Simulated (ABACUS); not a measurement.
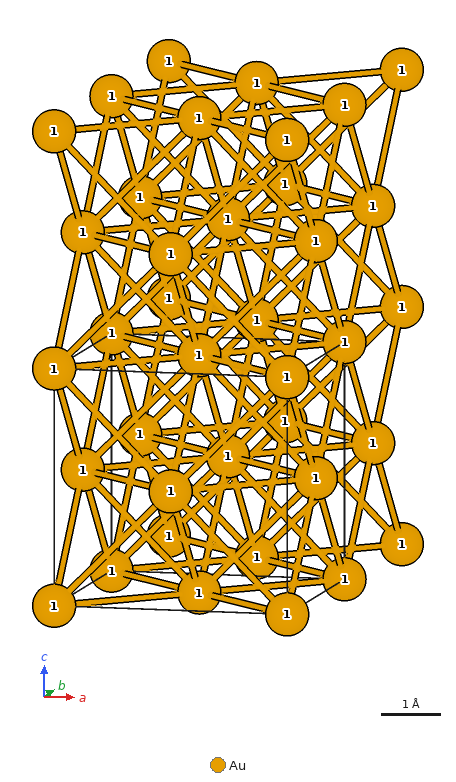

*The structure (ball-and-stick view of the cell 4 times as large as that of the calculation, set on its symmetry axes, repeated 1 × 2 × 2, seen slightly off an axis; atoms are numbered from 1 in the order of the input).*

Near neighbours in the crystal (not all of them lie inside the picture): Au has 12 Au at 2.88 Å.

**Band-structure run, with input and output: Au**

Au (Fm-3m, 1 atom in the cell), computed with Kohn-Sham DFT of a periodic cell, BLYP, PseudoDojo NC SR 0.5 PBE stringent, no spin polarisation (ABACUS 3.10.1).

The structure derives from an entry of the Crystallography Open Database. It belongs to a series of runs on one base structure; here: bands on the converged density.

### Input
```
INPUT_PARAMETERS
suffix              Au
calculation         nscf
basis_type          lcao
pseudo_dir          ./
orbital_dir         ./
symmetry            -1
dft_functional      GGA_X_B88+GGA_C_LYP
ecutwfc             100.0
pseudo_rcut         10
nspin               1
nbands              20
ks_solver           genelpa
smearing_method     fd
smearing_sigma      0.00367493
scf_thr             1e-07
scf_nmax            100
mixing_type         broyden
mixing_beta         0.7
init_chg            file
out_band            1
```

### File STRU
```
ATOMIC_SPECIES
Au 196.9666 Au.upf

NUMERICAL_ORBITAL
Au_confined-atom_7au_3s2p2d1f.orb

LATTICE_CONSTANT
1.8897261246

LATTICE_VECTORS
2.8779246000 0.0000000000 0.0000000000
1.4389623000 2.4923558138 0.0000000000
1.4389623000 0.8307852713 2.3498155961

ATOMIC_POSITIONS
Direct

Au
0.0
1
0.0000000000 0.0000000000 0.0000000000 1 1 1
```

### File KPT
```
K_POINTS
12
Line
0.00000000 0.00000000 0.00000000 10 // G
0.50000000 0.00000000 0.50000000 10 // X
0.50000000 0.25000000 0.75000000 10 // W
0.37500000 0.37500000 0.75000000 10 // K
0.00000000 0.00000000 0.00000000 10 // G
0.50000000 0.50000000 0.50000000 10 // L
0.62500000 0.25000000 0.62500000 10 // U
0.50000000 0.25000000 0.75000000 10 // W
0.50000000 0.50000000 0.50000000 10 // L
0.37500000 0.37500000 0.75000000 1 // K
0.62500000 0.25000000 0.62500000 10 // U
0.50000000 0.00000000 0.50000000 1 // X
```

Command:
```bash
OMP_NUM_THREADS=1 mpirun -np 4 abacus > log
```

### What the program printed
```
ABACUS v3.10.1

               Atomic-orbital Based Ab-initio Computation at UStc

 ------------------------------------------------------------------------------------

 READING GENERAL INFORMATION
                           global_out_dir = OUT.Au/
                           global_in_card = INPUT
                               pseudo_dir = ./
                              orbital_dir = ./
                                    DSIZE = 4
                                    GSIZE = 1

 READING UNITCELL INFORMATION
                                    ntype = 1
                  lattice constant (Bohr) = 1.88973
              lattice constant (Angstrom) = 1

 READING ATOM TYPE 1
                               atom label = Au
                      L=0, number of zeta = 3
                      L=1, number of zeta = 2
                      L=2, number of zeta = 2
                      L=3, number of zeta = 1
             number of atom for this type = 1

                        TOTAL ATOM NUMBER = 1
DIRECT COORDINATES
    atom                   x                   y                   z     mag                  vx                  vy                  vz
taud_Au1            0.0000000000        0.0000000000        0.0000000000  0.0000        0.0000000000        0.0000000000        0.0000000000

                          Volume (Bohr^3) = 113.742
                             Volume (A^3) = 16.8548

 Lattice vectors: (Cartesian coordinate: in unit of a_0)
             +2.87792                  +0                  +0
             +1.43896            +2.49236                  +0
             +1.43896           +0.830785            +2.34982
 Reciprocal vectors: (Cartesian coordinate: in unit of 2 pi/a_0)
            +0.347473           -0.200613           -0.141855
                   -0           +0.401227           -0.141855
                   +0                  -0           +0.425565
 The esolver type has been set to : ksdft_lcao

                PAO radial cut off (Bohr) = 10

 Read in pseudopotential file is Au.upf
                     pseudopotential type = NC
          exchange-correlation functional = PBE
                 nonlocal core correction = 1
                        valence electrons = 19
                                     lmax = 3
                           number of zeta = 4
                     number of projectors = 7
                           L of projector = 0
                           L of projector = 0
                           L of projector = 1
                           L of projector = 1
                           L of projector = 2
                           L of projector = 2
                           L of projector = 3
 XC functional updated to : GGA_X_B88+GGA_C_LYP
          exchange-correlation functional = GGA_X_B88+GGA_C_LYP
     initial pseudo atomic orbital number = 10

 SETUP THE ELECTRONS NUMBER
            electron number of element Au = 19
      total electron number of element Au = 19
            AUTOSET number of electrons:  = 19
                           occupied bands = 10
                                   NLOCAL = 26
                                   NBANDS = 20
                                   NBANDS = 20
                                   NLOCAL = 26

%%%%%%%%%%%%%%%%%%%%%%%%%%%%%%%%%%%%%%%%%%%%%%%%%%%%%%%%%%%%%%%%%%%%%%%%%%%%%%%%%%%%%%%%%%%%%%%%%%%%%%%%%%
 Warning: the number of valence electrons in pseudopotential > 11 for Au: [Xe] 4f14 5d10 6s1
 Pseudopotentials with additional electrons can yield (more) accurate outcomes, but may be less efficient.
 If you're confident that your chosen pseudopotential is appropriate, you can safely ignore this warning.
%%%%%%%%%%%%%%%%%%%%%%%%%%%%%%%%%%%%%%%%%%%%%%%%%%%%%%%%%%%%%%%%%%%%%%%%%%%%%%%%%%%%%%%%%%%%%%%%%%%%%%%%%%

 SETUP THE PLANE WAVE BASIS
 energy cutoff for charge/potential (unit:Ry) = 400
            fft grid for charge/potential = [ 36, 36, 36 ]
                        fft grid division = [ 3, 3, 3 ]
        big fft grid for charge/potential = [ 12, 12, 12 ]
                                     nbxx = 432
                                     nrxx = 11664

 SETUP PLANE WAVES FOR CHARGE/POTENTIAL
                    number of plane waves = 15353
                         number of sticks = 817

 PARALLEL PW FOR CHARGE/POTENTIAL
     PROC   COLUMNS(POT)             PW
        1            205           3839
        2            204           3838
        3            204           3839
        4            204           3837
 --------------- sum -------------------
        4            817          15353
                            number of |g| = 201
                                  max |g| = 35.9797
                                  min |g| = 0.181106

----------- Double Check Mixing Parameters Begin ------------
mixing_type: broyden
mixing_beta: 0.7
mixing_gg0: 1
mixing_gg0_min: 0.1
mixing_ndim: 8
----------- Double Check Mixing Parameters End ------------

 SETUP K-POINTS
                                    nspin = 1
                                   nkstot = 102
K-POINTS DIRECT COORDINATES
 KPOINTS    DIRECT_X    DIRECT_Y    DIRECT_Z  WEIGHT
       1  0.00000000  0.00000000  0.00000000  1.0000
       2  0.05000000  0.00000000  0.05000000  1.0000
       3  0.10000000  0.00000000  0.10000000  1.0000
       4  0.15000000  0.00000000  0.15000000  1.0000
       5  0.20000000  0.00000000  0.20000000  1.0000
       6  0.25000000  0.00000000  0.25000000  1.0000
       7  0.30000000  0.00000000  0.30000000  1.0000
       8  0.35000000  0.00000000  0.35000000  1.0000
       9  0.40000000  0.00000000  0.40000000  1.0000
      10  0.45000000  0.00000000  0.45000000  1.0000
      11  0.50000000  0.00000000  0.50000000  1.0000
      12  0.50000000  0.02500000  0.52500000  1.0000
      13  0.50000000  0.05000000  0.55000000  1.0000
      14  0.50000000  0.07500000  0.57500000  1.0000
      15  0.50000000  0.10000000  0.60000000  1.0000
      16  0.50000000  0.12500000  0.62500000  1.0000
      17  0.50000000  0.15000000  0.65000000  1.0000
      18  0.50000000  0.17500000  0.67500000  1.0000
      19  0.50000000  0.20000000  0.70000000  1.0000
      20  0.50000000  0.22500000  0.72500000  1.0000
      21  0.50000000  0.25000000  0.75000000  1.0000
      22  0.48750000  0.26250000  0.75000000  1.0000
      23  0.47500000  0.27500000  0.75000000  1.0000
      24  0.46250000  0.28750000  0.75000000  1.0000
      25  0.45000000  0.30000000  0.75000000  1.0000
      26  0.43750000  0.31250000  0.75000000  1.0000
      27  0.42500000  0.32500000  0.75000000  1.0000
      28  0.41250000  0.33750000  0.75000000  1.0000
      29  0.40000000  0.35000000  0.75000000  1.0000
      30  0.38750000  0.36250000  0.75000000  1.0000
[... 72 further k points ...]

           k-point number in this process = 102
       minimum distributed K point number = 102

[... K-POINTS CARTESIAN COORDINATES: 102 rows ...]

[... K-POINTS DIRECT COORDINATES: 102 rows ...]

 SETUP PLANE WAVES FOR WAVE FUNCTIONS
     energy cutoff for wavefunc (unit:Ry) = 100
              fft grid for wave functions = [ 36, 36, 36 ]
                    number of plane waves = 2445
                         number of sticks = 241

 PARALLEL PW FOR WAVE FUNCTIONS
     PROC   COLUMNS(POT)             PW
        1             60            611
        2             61            613
        3             60            611
        4             60            610
 --------------- sum -------------------
        4            241           2445

 SET NONLOCAL PSEUDOPOTENTIAL PROJECTORS
 max number of nonlocal projetors among all species is 7

 -------------------------------------------
 NONSELF-CONSISTENT
 -------------------------------------------

 SETUP SEARCHING RADIUS FOR PROGRAM TO SEARCH ADJACENT ATOMS
                  longest orb rcut (Bohr) = 7
   longest nonlocal projector rcut (Bohr) = 1.62
                     search radius (Bohr) = 17.2
              searching radius is (Bohr)) = 17.2
         searching radius unit is (Bohr)) = 1.89
                         PeriodicBoundary = 1
                        Radius(unit:lat0) = 9.12
                                   glayer = [ 5, 5, 5 ]
                             glayer_minus = [ 4, 4, 4 ]

Find the coordinate range of the input atom(unit:lat0).
                                  min_tau = [ -23, -13.3, -9.4 ]
                                  max_tau = [ 23, 13.3, 9.4 ]
                                BoxNumber = [ 9, 9, 9 ]

 SETUP EXTENDED REAL SPACE GRID FOR GRID INTEGRATION
                          real space grid = [ 36, 36, 36 ]
                 big cell numbers in grid = [ 12, 12, 12 ]
             meshcell numbers in big cell = [ 3, 3, 3 ]
                        extended fft grid = [ 19, 19, 19 ]
                dimension of extened grid = [ 51, 51, 51 ]
                            UnitCellTotal = 125
              Atom number in sub-FFT-grid = 1
    Local orbitals number in sub-FFT-grid = 26
                                ParaV.nnr = 15717
                                 init_chg = file
 try to read charge from file
 Read in the charge density: OUT.Au//Au-CHARGE-DENSITY.restart

 LCAO ALGORITHM --------------- ION=   1  ELEC=   1--------------------------------
[... levels at 102 k points of this process ...]

 Density error is 0.00000000000
----------------------------------------------------------
     Energy           Rydberg                 eV
----------------------------------------------------------
 E_KohnSham     -295.8456291565      -4025.1862849227
 E_KS(sigma->0) -295.8455364371      -4025.1850234118
 E_Harris       -295.8456291565      -4025.1862849227
 E_band         -13.9604901173       -189.9422124680
 E_one_elec     -80.7005489432       -1097.9872973558
 E_Hartree      51.8111544301        704.9269202070
 E_xc           -51.7570729718       -704.1911042183
 E_Ewald        -215.1989762329      -2927.9322805338
 E_entropy(-TS) -0.0001854386        -0.0025230217
 E_descf        0.0000000000         0.0000000000
 E_exx          0.0000000000         0.0000000000
 E_Fermi        1.7380233010         23.6470201500
----------------------------------------------------------

 charge density convergence is achieved
 final etot is -4025.1862849 eV
 EFERMI = 23.647020150 eV

 STATE ENERGY(eV) AND OCCUPATIONS    NSPIN == 1
 1/102 kpoint (Cartesian) = 0.0000 0.0000 0.0000 (481 pws)
       1       -84.1403      0.0196078
       2       -35.3736      0.0196078
       3       -35.3736      0.0196078
       4       -35.3736      0.0196078
       5        11.6270      0.0196078
       6        16.7233      0.0196078
       7        16.7233      0.0196078
       8        16.7233      0.0196078
       9        18.2625      0.0196078
      10        18.2625      0.0196078
      11        36.4592        0.00000
      12        40.3966        0.00000
      13        40.3966        0.00000
      14        40.3966        0.00000
      15        51.4827        0.00000
      16        51.4827        0.00000
      17        51.4827        0.00000
      18        51.9995        0.00000
      19        51.9995        0.00000
      20        51.9995        0.00000

 2/102 kpoint (Cartesian) = 0.017374 -0.010031 0.014186 (482 pws)
       1       -84.1399      0.0196078
       2       -35.3791      0.0196078
       3       -35.3758      0.0196078
       4       -35.3758      0.0196078
       5        11.7458      0.0196078
       6        16.6624      0.0196078
       7        16.7766      0.0196078
       8        16.7766      0.0196078
       9        18.1961      0.0196078
      10        18.2884      0.0196078
      11        36.6100        0.00000
      12        40.1857        0.00000
      13        40.3325        0.00000
      14        40.3325        0.00000
      15        49.6471        0.00000
      16        49.6471        0.00000
      17        50.4129        0.00000
      18        52.1340        0.00000
      19        53.6111        0.00000
      20        53.9925        0.00000

 3/102 kpoint (Cartesian) = 0.034747 -0.020061 0.028371 (483 pws)
       1       -84.1387      0.0196078
       2       -35.3950      0.0196078
       3       -35.3821      0.0196078
       4       -35.3821      0.0196078
       5        12.0957      0.0196078
       6        16.4895      0.0196078
       7        16.9351      0.0196078
       8        16.9351      0.0196078
       9        18.0106      0.0196078
      10        18.3645      0.0196078
      11        37.0447        0.00000
      12        39.6732        0.00000
      13        40.0355        0.00000
      14        40.0355        0.00000
      15        47.8375        0.00000
      16        48.0761        0.00000
      17        48.0761        0.00000
      18        52.5213        0.00000
      19        55.3311        0.00000
      20        56.0886        0.00000

 4/102 kpoint (Cartesian) = 0.052121 -0.030092 0.042557 (487 pws)
       1       -84.1369      0.0196078
       2       -35.4196      0.0196078
       3       -35.3919      0.0196078
       4       -35.3919      0.0196078
       5        12.6532      0.0196078
       6        16.2307      0.0196078
       7        17.1946      0.0196078
       8        17.1946      0.0196078
       9        17.7497      0.0196078
      10        18.4855      0.0196078
      11        37.7129        0.00000
      12        39.1075        0.00000
      13        39.2807        0.00000
      14        39.2807        0.00000
      15        44.7493        0.00000
      16        47.3599        0.00000
      17        47.3599        0.00000
      18        53.1220        0.00000
      19        57.8321        0.00000
      20        57.8321        0.00000

 5/102 kpoint (Cartesian) = 0.069495 -0.040123 0.056742 (489 pws)
       1       -84.1345      0.0196078
       2       -35.4503      0.0196078
       3       -35.4042      0.0196078
       4       -35.4042      0.0196078
       5        13.3604      0.0196078
       6        15.9210      0.0196078
       7        17.5019      0.0196078
       8        17.5463      0.0196078
       9        17.5463      0.0196078
      10        18.6419      0.0196078
      11        38.0332        0.00000
      12        38.0332        0.00000
      13        38.5401        0.00000
      14        38.6736        0.00000
      15        41.6471        0.00000
      16        47.6182        0.00000
      17        47.6182        0.00000
      18        53.8945        0.00000
      19        55.5427        0.00000
      20        59.1441        0.00000

 6/102 kpoint (Cartesian) = 0.086868 -0.050153 0.070928 (489 pws)
       1       -84.1320      0.0196078
       2       -35.4841      0.0196078
       3       -35.4179      0.0196078
       4       -35.4179      0.0196078
       5        14.0755      0.0196078
       6        15.5966      0.0196078
       7        17.4444      0.0196078
       8        17.9750      0.0196078
       9        17.9750      0.0196078
      10        18.8206      0.0196078
      11        36.5327        0.00000
      12        36.5327        0.00000
      13        38.1759        0.00000
      14        38.9252        0.00000
      15        39.4367        0.00000
      16        48.6625        0.00000
      17        48.6625        0.00000
      18        53.4962        0.00000
      19        54.8037        0.00000
      20        60.0949        0.00000

[... levels at 96 further k points ...]

 --------------------------------------------
 !FINAL_ETOT_IS -4025.186284922697 eV
 --------------------------------------------

 Output bands in file: OUT.Au/BANDS_1.dat
```

### Standard output
```
ABACUS v3.10.1

               Atomic-orbital Based Ab-initio Computation at UStc

 dft_functional readin is: GGA_X_B88+GGA_C_LYP
 dft_functional in pseudopot file is: PBE
 Please make sure this is what you need

%%%%%%%%%%%%%%%%%%%%%%%%%%%%%%%%%%%%%%%%%%%%%%%%%%%%%%%%%%%%%%%%%%%%%%%%%%%%%%%%%%%%%%%%%%%%%%%%%%%%%%%%%
 Warning: the number of valence electrons in pseudopotential > 11 for Au: [Xe] 4f14 5d10 6s1
 Pseudopotentials with additional electrons can yield (more) accurate outcomes, but may be less efficient.
 If you're confident that your chosen pseudopotential is appropriate, you can safely ignore this warning.
%%%%%%%%%%%%%%%%%%%%%%%%%%%%%%%%%%%%%%%%%%%%%%%%%%%%%%%%%%%%%%%%%%%%%%%%%%%%%%%%%%%%%%%%%%%%%%%%%%%%%%%%%

 UNIFORM GRID DIM        : 36 * 36 * 36
 UNIFORM GRID DIM(BIG)   : 12 * 12 * 12
func,idGGA_X_B88 106
func,idGGA_C_LYP 131
 ---------------------------------------------------------
 ---------------------------------------------------------
 SPIN    KPOINTS         PROCESSORS  THREADS     NBASE
 1       102             4           4           26
 ---------------------------------------------------------
 Use Systematically Improvable Atomic bases
 ---------------------------------------------------------
 ELEMENT ORBITALS        NBASE       NATOM       XC
 Au      3s2p2d1f-7au    26          1
 ---------------------------------------------------------
 Initial plane wave basis and FFT box
 ---------------------------------------------------------
 -------------------------------------------
 NONSELF-CONSISTENT :
 -------------------------------------------
 START CHARGE      : file
 ITER       ETOT/eV          EDIFF/eV         DRHO     TIME/s
 GE1     -4.02518628e+03   0.00000000e+00   0.0000e+00   0.33
```

### Results in brief

| quantity | value |
| --- | --- |
| outcome | converged |
| space group (tolerance 0.01 Å) | Fm-3m (225) |
| electrons treated | 19 |
| Fermi energy of the self-consistent step | 21.537 eV |
| hardware | 4 threads of Intel Xeon (Granite Rapids), 16 GiB of memory available, shared host |
| wall time | 0.85 s (CPU time 2.7 s) |
| peak memory | 0.36 GiB |

### Notes

Points of doubt noted for this run: home made orbitals. Spin–orbit coupling is left out, which matters for Au.
